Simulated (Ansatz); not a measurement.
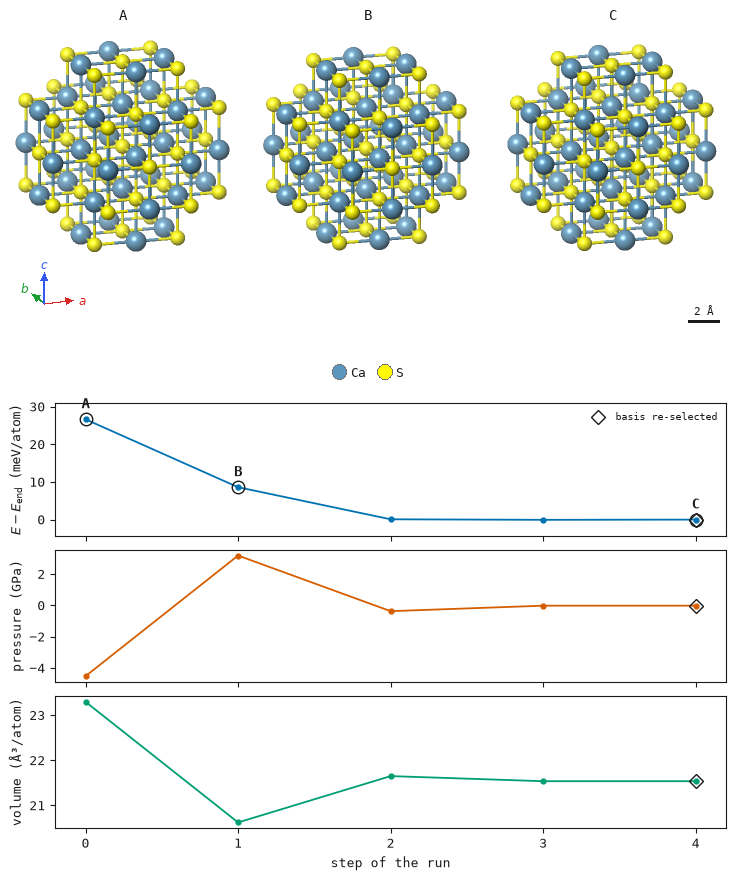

Frames of a relaxation of solid CaS (set up in Fm-3m), marked on the history of the run. A ball-and-stick model of the conventional cell (4 times the calculation's cell), seen slightly off an axis. Lengths and directions refer to the drawn axes.

Case: relaxed again under DFT LDA, scalar-relativistic, plane waves, PAW.

Level of theory: Ansatz, DFT LDA, scalar-relativistic, plane waves, PAW. (plane-wave cutoff 420 eV; k-point mesh 8 × 8 × 8; occupations gaussian; smearing width 0.02 eV; no spin polarisation; cell and atoms relaxed; force threshold 0.005 eV/Å; at most 50 steps)

> What happens along the run?

The atoms keep their places relative to the cell (all moves are under 0.005 Å). The volume changes by −7.6 %, with a = b = c 5.712 → 5.565 Å (−2.6 %). Some distances before and after: Ca–S 2.856 → 2.782 Å. The space group stays Fm-3m (No. 225). The energy falls by 26.6 meV per atom in 3 accepted moves (4 points after the start). All forces vanish by symmetry, so only the cell relaxes. Pressure: −4.52 GPa at the start and −0.02 GPa at the end. At 1 point the geometry stayed and the basis and grid were re-selected for the new cell (energy shift of 0.1 meV per atom at most each time). From step 0 to 1: volume −11.5 %, energy −18.0 meV per atom. From step 1 to 4: volume +4.4 %, energy −8.6 meV per atom.

| step | E − E(0), meV/atom | pressure, GPa | volume, Å³/atom | note |
| --- | --- | --- | --- | --- |
| 0 | 0.00 | -4.52 | 23.296 |  |
| 1 | -18.03 | 3.19 | 20.624 |  |
| 2 | -26.56 | -0.37 | 21.651 |  |
| 3 | -26.70 | -0.02 | 21.537 |  |
| 4 | -26.64 | -0.02 | 21.537 | same geometry, new basis |
